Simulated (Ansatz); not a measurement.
System: AlNi3.

The calculation's input:

```
crystal:
  lattice:
    - [2.6159397522, 0.0, 0.0]
    - [0.0, 3.3985803684, 0.0]
    - [0.0, 0.0, 5.140070814]
  atoms:
    - { symbol: Al, position: [0.5, 0.5, 0.5] }
    - { symbol: Ni, position: [0.0, 0.0, 0.7535723443] }
    - { symbol: Ni, position: [0.0, 0.0, 0.2464276557] }
    - { symbol: Ni, position: [0.5, 0.5, 0.0] }
basis:
  ecutwfc: 420
kpoints:
  mp_grid: { grid: [18, 14, 10] }
  band_path:
    path:
      - [[0.0, 0.0, 0.0], [0.5, 0.0, 0.0], [0.5, 0.5, 0.0], [0.0, 0.5, 0.0], [0.0, 0.0, 0.0], [0.0, 0.0, 0.5], [0.5, 0.0, 0.5], [0.5, 0.5, 0.5], [0.0, 0.5, 0.5], [0.0, 0.0, 0.5]]
      - [[0.5, 0.0, 0.0], [0.5, 0.0, 0.5]]
      - [[0.0, 0.5, 0.0], [0.0, 0.5, 0.5]]
      - [[0.5, 0.5, 0.0], [0.5, 0.5, 0.5]]
    npoints: 14
hamiltonian:
  xc: pbe
scf:
  occupations: { method: gaussian, width: 0.1 }
  n_extra_bands: 10
output:
  forces: true
  stress: true
  eigenvalues: true
  populations: true
  dos: { projected: true, de: 0.02, nscf_kmesh: { grid: [22, 17, 12] } }
  bader: true
  write_density: true
  write_potential: true
  elf: true
  volumetric_format: npy
```

Command:

```sh
ansatz run input.yaml --threads 4 --pin off --max-ram 8192MiB --backend cpu --events-out ev --progress --plain --runs-dir out
```

Below, planes, directions and counts refer to the conventional cell (a = 2.62 Å, b = 3.40 Å, c = 5.14 Å, α = 90.00°, β = 90.00°, γ = 90.00°).

Space group Pmmm; a structure generated by program, which may or may not match a known phase; computed without spin polarisation.

These are results of Ansatz 0.2.0, DFT PBE, scalar-relativistic, plane waves, PAW, not measurements.

**What will maps of the valence pseudo-density and electron localisation function show?**

Ni–Ni (2.49 Å): ρ at the midpoint is about 0.32 e/Å³; the ELF is about 0.25 at the midpoint: no localised pair shows between them.
Al–Ni (2.51 Å): ρ at the midpoint is about 0.3 e/Å³; the ELF is about 0.40 at the midpoint.
Ni–Ni (2.53 Å): ρ at the midpoint is about 0.32 e/Å³; the ELF is about 0.25 at the midpoint: no localised pair shows between them.
Al–Ni (2.57 Å): ρ is about 0.28 e/Å³ halfway; the ELF is about 0.40 at the midpoint.
Bader's partition of the density gives Al +1.72 and Ni −0.73 to −0.26 e.

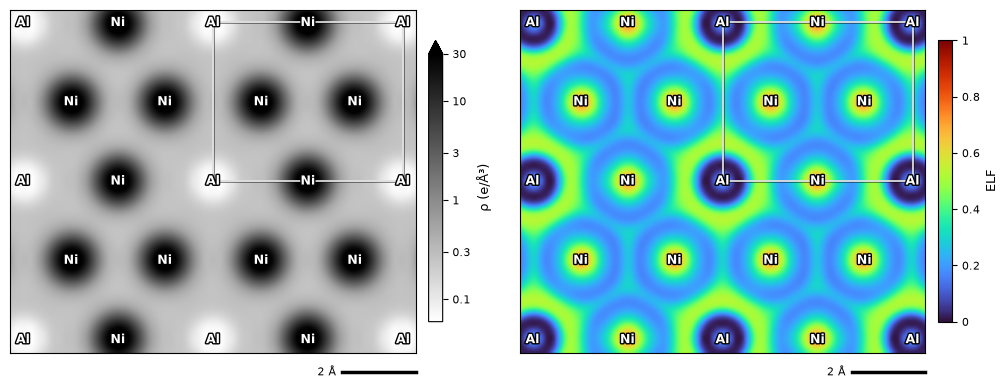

Computed valence pseudo-density and electron localisation function on the (110) plane of the conventional cell, in this order. 

The density is the valence pseudo-density of a PAW calculation; it isn't the true density close to the nuclei.
